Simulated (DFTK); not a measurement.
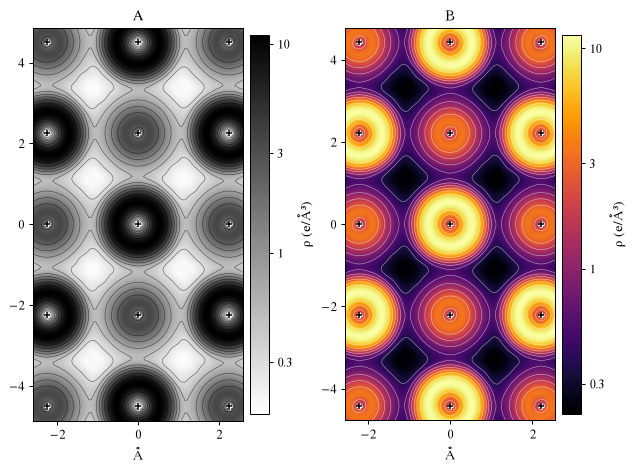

The valence charge density (pseudo) of 2 systems, each on a plane through atoms (crosses mark nuclei in the plane).

Level of theory: Kohn-Sham DFT of a periodic cell, r2SCAN, sg15-PBE-1.2 in DFTK 0.8.2.

System 1: HfN, the (100) plane of the conventional cell. Space group Fm-3m; computed pressure about −7 GPa in this cell.

```
Hf N
1.0
     4.51200    0.00000    0.00000
     0.00000    4.51200    0.00000
     0.00000    0.00000    4.51200
Hf N
4 4
Direct
  0.00000 0.00000 0.00000
  0.50000 0.50000 0.00000
  0.50000 0.00000 0.50000
  0.00000 0.50000 0.50000
  0.50000 0.00000 0.00000
  0.00000 0.50000 0.00000
  0.00000 0.00000 0.50000
  0.50000 0.50000 0.50000
```

System 2: TaN, the (001) plane of the conventional cell. Space group Fm-3m; a structure from a database of computed crystals, not necessarily the ambient phase; computed pressure about −16 GPa in this cell.

```cif
data_structure
_symmetry_space_group_name_H-M 'P 1'
_symmetry_Int_Tables_number 1
_cell_length_a 4.4226
_cell_length_b 4.4226
_cell_length_c 4.4226
_cell_angle_alpha 90.000
_cell_angle_beta 90.000
_cell_angle_gamma 90.000
_cell_volume 86.51
loop_
_atom_site_label
_atom_site_type_symbol
_atom_site_fract_x
_atom_site_fract_y
_atom_site_fract_z
_atom_site_occupancy
Ta1 Ta 0.50000 0.00000 0.00000 1
Ta2 Ta 0.00000 0.50000 0.00000 1
Ta3 Ta 0.00000 0.00000 0.50000 1
Ta4 Ta 0.50000 0.50000 0.50000 1
N1 N 0.00000 0.00000 0.00000 1
N2 N 0.50000 0.50000 0.00000 1
N3 N 0.50000 0.00000 0.50000 1
N4 N 0.00000 0.50000 0.50000 1
```

**Match each panel to its system.**

Panel A is system 1, HfN: the plane holds Hf and N. Hf–N (2.26 Å): ρ is about 0.54 e/Å³ halfway. Panel B is system 2, TaN: the plane holds Ta and N. Ta–N (2.21 Å): ρ at the midpoint is about 0.59 e/Å³.
